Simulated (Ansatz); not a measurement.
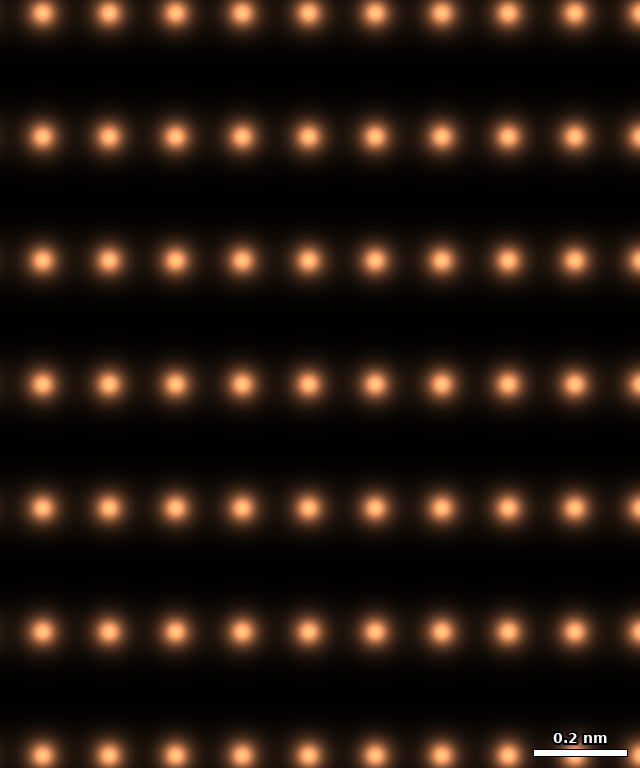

Map of the projected electrostatic potential of Cd. Computed as the sum of neutral-atom potentials (tabulated electron scattering factors, B = 0.3 Å²) projected along the beam and smoothed by 0.25 Å; brighter is more positive.

> Measure the repeat of the pattern.

The pattern repeats on a rectangular net of 1.5 × 2.7 Å.

> Which plane group does this projection have?

p2mm: mirror lines in two perpendicular directions, with twofold points where they cross.

> How many columns does the smallest repeating cell hold, and how many levels of brightness?

1 column in the primitive cell of 3.9 Å², all of one brightness.

The crystal is Cd (I4/mmm, No. 139) seen along [110]. Structure used: the geometry relaxed with DFT PBEsol, scalar-relativistic, plane waves, PAW in Ansatz; the starting structure was generated, so it need not be a known form of this composition.
